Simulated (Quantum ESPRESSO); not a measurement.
# Single-point calculation, with input and output: Cu

The run: single-point calculation of Cu (1 atom in the cell). Method and program: Kohn-Sham DFT of a periodic cell, PBE, SSSP 1.3 efficiency PBE, no spin polarisation (Quantum ESPRESSO 7.5).

The structure derives from an entry of the Crystallography Open Database.

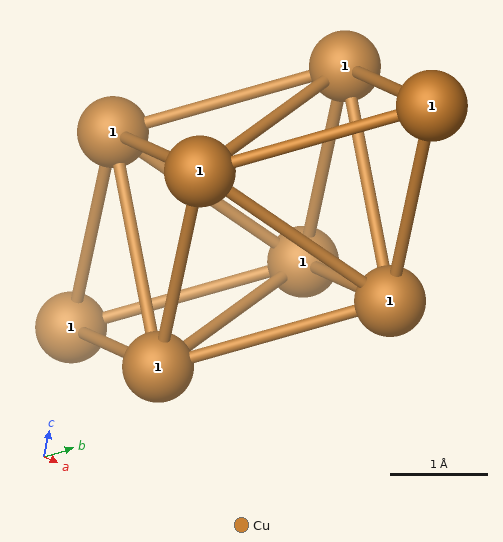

Fig. 1: The input geometry (ball-and-stick view of the reduced cell, seen slightly off an axis; atoms are numbered from 1 in the order of the input). An atom can appear more than once, as a periodic image. Near neighbours in the periodic cell (some may lie outside the picture): Cu has 12 Cu at 2.51 to 2.60 Å.

## Input
```
&CONTROL
  calculation = 'scf'
  prefix = 'pwscf'
  outdir = './tmp'
  pseudo_dir = './pseudo'
  tprnfor = .true.
  tstress = .true.
  disk_io = 'nowf'
/
&SYSTEM
  ibrav = 0
  nat = 1
  ntyp = 1
  ecutwfc = 55
  ecutrho = 440
  nbnd = 11
  occupations = 'smearing'
  smearing = 'fd'
  degauss = 0.00367493
/
&ELECTRONS
  conv_thr = 2d-10
  electron_maxstep = 120
  mixing_beta = 0.5
/
ATOMIC_SPECIES
Cu    63.5460 Cu.paw.z_11.ld1.psl.v1.0.0-low.upf
CELL_PARAMETERS angstrom
  -0.0044255800    1.7884307700    1.8385346600
   1.8229069400   -0.0174867600    1.8515958300
   1.7828182100    1.7614032200    0.0226019700
ATOMIC_POSITIONS crystal
Cu     0.0000000000    0.0000000000    0.0000000000
K_POINTS automatic
13 12 13 0 0 0
```

Run on 1 thread of Intel Xeon (Sapphire Rapids), 16 GiB of memory available, shared host.

Launched with:
```bash
OMP_NUM_THREADS=1 pw.x -in pw.in > pw.out
```

## What the program printed
```
This program is part of the open-source Quantum ESPRESSO suite
     for quantum simulation of materials; please cite
         "P. Giannozzi et al., J. Phys.:Condens. Matter 21 395502 (2009);
         "P. Giannozzi et al., J. Phys.:Condens. Matter 29 465901 (2017);
         "P. Giannozzi et al., J. Chem. Phys. 152 154105 (2020);
          URL
     in publications or presentations arising from this work. More details at

     file Cu.paw.z_11.ld1.psl.v1.0.0-low.upf: wavefunction(s)  4S 3D renormalized
     Message from routine setup:
     using ibrav=0 with symmetry is DISCOURAGED, use correct ibrav instead

     G-vector sticks info
     --------------------
     sticks:   dense  smooth     PW     G-vecs:    dense   smooth      PW
     Sum         725     363    121                12411     4417     935

     Using Slab Decomposition

     bravais-lattice index     =            0
     lattice parameter (alat)  =       4.8470  a.u.
     unit-cell volume          =      79.6647 (a.u.)^3
     number of atoms/cell      =            1
     number of atomic types    =            1
     number of electrons       =        11.00
     number of Kohn-Sham states=           11
     kinetic-energy cutoff     =      55.0000  Ry
     charge density cutoff     =     440.0000  Ry
     scf convergence threshold =      2.0E-10
     mixing beta               =       0.5000
     number of iterations used =            8  plain     mixing
     Exchange-correlation= SLA  PW   PBX  PBC
                           (   1   4   3   4   0   0   0)

     celldm(1)=   4.846959  celldm(2)=   0.000000  celldm(3)=   0.000000
     celldm(4)=   0.000000  celldm(5)=   0.000000  celldm(6)=   0.000000

     crystal axes: (cart. coord. in units of alat)
               a(1) = (  -0.001725   0.697271   0.716805 )
               a(2) = (   0.710713  -0.006818   0.721898 )
               a(3) = (   0.695083   0.686734   0.008812 )

     reciprocal axes: (cart. coord. in units 2 pi/alat)
               b(1) = ( -0.708694  0.708272  0.704403 )
               b(2) = (  0.694827 -0.712186  0.694450 )
               b(3) = (  0.726467  0.729959 -0.708317 )

     PseudoPot. # 1 for Cu read from file:
     Cu.paw.z_11.ld1.psl.v1.0.0-low.upf
     Pseudo is Projector augmented-wave + core cor, Zval = 11.0
     Generated using &quot;atomic&quot; code by A. Dal Corso  v.6.3MaX
     Shape of augmentation charge: PSQ
     Using radial grid of 1199 points,  6 beta functions with:
                l(1) =   0
                l(2) =   0
                l(3) =   1
                l(4) =   1
                l(5) =   2
                l(6) =   2
     Q(r) pseudized with 0 coefficients

     atomic species   valence    mass     pseudopotential
     Cu               11.00    63.54600     Cu( 1.00)

      2 Sym. Ops., with inversion, found

   Cartesian axes

     site n.     atom                  positions (alat units)
         1        Cu     tau(   1) = (   0.0000000   0.0000000   0.0000000  )

     number of k points=  1015  Fermi-Dirac smearing, width (Ry)=  0.0037

     Number of k-points >= 100: set verbosity='high' to print them.

     Dense  grid:    12411 G-vectors     FFT dimensions: (  36,  36,  32)

     Smooth grid:     4417 G-vectors     FFT dimensions: (  24,  24,  24)

     Initial potential from superposition of free atoms

     starting charge      10.9998, renormalised to      11.0000
     Starting wfcs are    9 randomized atomic wfcs +    2 random wfcs

     Self-consistent Calculation

     iteration #  1     ecut=    55.00 Ry     beta= 0.50
     Davidson diagonalization with overlap
     ethr =  1.00E-02,  avg # of iterations =  4.5

     Threshold (ethr) on eigenvalues was too large:
     Diagonalizing with lowered threshold

     Davidson diagonalization with overlap
     ethr =  5.66E-04,  avg # of iterations =  1.2

     total energy              =    -213.06848732 Ry
     estimated scf accuracy    <       0.06188232 Ry

     iteration #  2     ecut=    55.00 Ry     beta= 0.50
     Davidson diagonalization with overlap
     ethr =  5.63E-04,  avg # of iterations =  2.1

     total energy              =    -213.08435025 Ry
     estimated scf accuracy    <       0.07870183 Ry

     iteration #  3     ecut=    55.00 Ry     beta= 0.50
     Davidson diagonalization with overlap
     ethr =  5.63E-04,  avg # of iterations =  1.0

     total energy              =    -213.09665552 Ry
     estimated scf accuracy    <       0.00017295 Ry

     iteration #  4     ecut=    55.00 Ry     beta= 0.50
     Davidson diagonalization with overlap
     ethr =  1.57E-06,  avg # of iterations =  4.1

     total energy              =    -213.09669233 Ry
     estimated scf accuracy    <       0.00005405 Ry

     iteration #  5     ecut=    55.00 Ry     beta= 0.50
     Davidson diagonalization with overlap
     ethr =  4.91E-07,  avg # of iterations =  1.0

     total energy              =    -213.09669993 Ry
     estimated scf accuracy    <       0.00000011 Ry

     iteration #  6     ecut=    55.00 Ry     beta= 0.50
     Davidson diagonalization with overlap
     ethr =  9.62E-10,  avg # of iterations =  3.4

     total energy              =    -213.09669996 Ry
     estimated scf accuracy    <       0.00000007 Ry

     iteration #  7     ecut=    55.00 Ry     beta= 0.50
     Davidson diagonalization with overlap
     ethr =  6.21E-10,  avg # of iterations =  1.1

     total energy              =    -213.09669998 Ry
     estimated scf accuracy    <          1.5E-09 Ry

     iteration #  8     ecut=    55.00 Ry     beta= 0.50
     Davidson diagonalization with overlap
     ethr =  1.36E-11,  avg # of iterations =  2.2

     End of self-consistent calculation

     Number of k-points >= 100: set verbosity='high' to print the bands.

     the Fermi energy is    12.6920 ev

!    total energy              =    -213.09669998 Ry
     total all-electron energy =     -3309.976466 Ry
     estimated scf accuracy    <          5.1E-12 Ry
     smearing contrib. (-TS)   =      -0.00011726 Ry
     internal energy E=F+TS    =    -213.09658272 Ry

     The total energy is F=E-TS. E is the sum of the following terms:
     one-electron contribution =     -28.03874954 Ry
     hartree contribution      =      30.62973949 Ry
     xc contribution           =     -44.62924449 Ry
     ewald contribution        =     -81.21184338 Ry
     one-center paw contrib.   =     -89.84648479 Ry

     convergence has been achieved in   8 iterations

     Forces acting on atoms (cartesian axes, Ry/au):

     atom    1 type  1   force =     0.00000000    0.00000000    0.00000000

     Total force =     0.000000     Total SCF correction =     0.000000

     Computing stress (Cartesian axis) and pressure

          total   stress  (Ry/bohr**3)                   (kbar)     P=       15.30
   0.00013041   0.00014871  -0.00006725           19.18       21.88       -9.89
   0.00014871   0.00015369  -0.00006552           21.88       22.61       -9.64
  -0.00006725  -0.00006552   0.00002794           -9.89       -9.64        4.11

=------------------------------------------------------------------------------=
   JOB DONE.
=------------------------------------------------------------------------------=
```

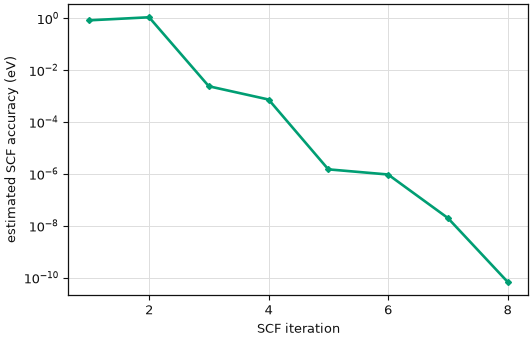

Fig. 2: Convergence of the self-consistent field: estimated SCF accuracy against the iteration. The field takes 8 iterations in all.

## Summary

| quantity | value |
| --- | --- |
| outcome | converged |
| space group (tolerance 0.01 Å) | P-1 (2) |
| electrons treated | 11 |
| free energy | −2899.3283 eV |
| Fermi energy | 12.692 eV |
| gap on the k-point mesh | none (metallic) |
| pressure | 1.53 GPa |
| largest force (length of the vector) | under 0.001 eV/Å |
| wall time | 64 s |
| peak memory | 0.17 GiB |
